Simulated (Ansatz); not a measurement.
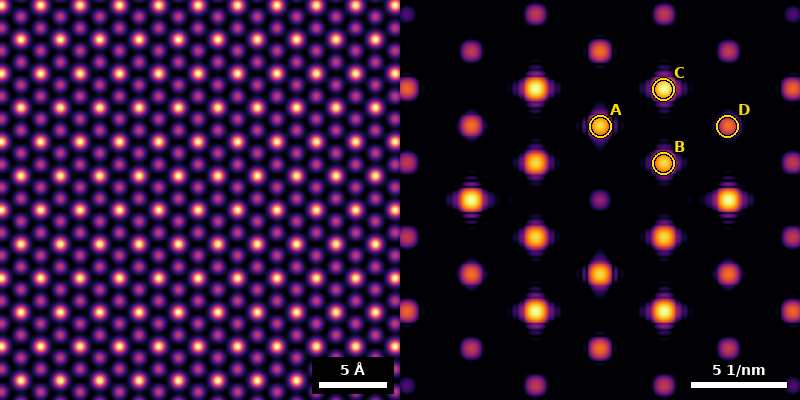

iDPC-like image of a crystal. Simulated as the projected potential of neutral atoms (B = 0.3 Å²) blurred by a 0.61 Å probe, the thin-sample limit of integrated differential phase contrast. The display is stretched by a gamma of 0.8; percentages refer to the linear signal.

The right panel is the modulus of the image's Fourier transform on a logarithmic scale.

Which lattice spacings do the marked spots stand for, and what angle do A and B enclose?

Answer. A: 2.6 Å, B: 2.6 Å, C: 1.5 Å, D: 1.3 Å; A and B enclose about 60°.

The crystal is Ta (P6_3/mmc, No. 194) along [001]; the spots are (-1 1 0), (010), (-1 2 0) and (020). Structure: the geometry given to an electronic-structure calculation, possibly off equilibrium; the starting structure was generated, so it need not be a known form of this composition.
